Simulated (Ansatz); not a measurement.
A periodic structure is given below.

```xyz
3
Lattice="2.3638 0.0000 0.0000 0.0000 2.3638 0.0000 0.0000 0.0000 7.2600" Properties=species:S:1:pos:R:3 pbc="T T T"
Cu    0.0000    0.0000    0.0000
O     0.0000    0.0000    3.0205
O     0.0000    0.0000    4.2395
```

Question: Interpret the file: composition, symmetry and coordination.

Answer: Formula: CuO$_{2}$. It belongs to space group P4/mmm (No. 123) and has a primitive tetragonal lattice. Cell content 1 Cu, 2 O; Z = 1. The neighbours of Cu are four Cu in a square planar arrangement at 2.36 Å. The neighbours of O is one O at 1.22 Å.

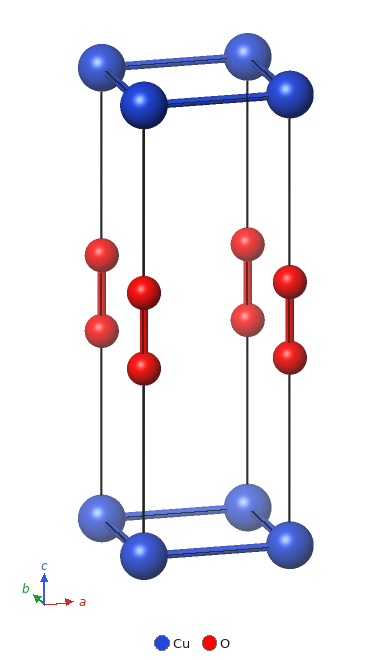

We look at a ball-and-stick model of the crystal slightly off an axis. One conventional unit cell is outlined, and atoms on its boundary appear in each equivalent place.

Its origin is a structure listed in the Materials Project. Earlier steps of the study, as a rule a relaxation of our own, may have changed the cell and positions, so they can lie some per cent off the listed ones. A calculation with Ansatz used it as input.
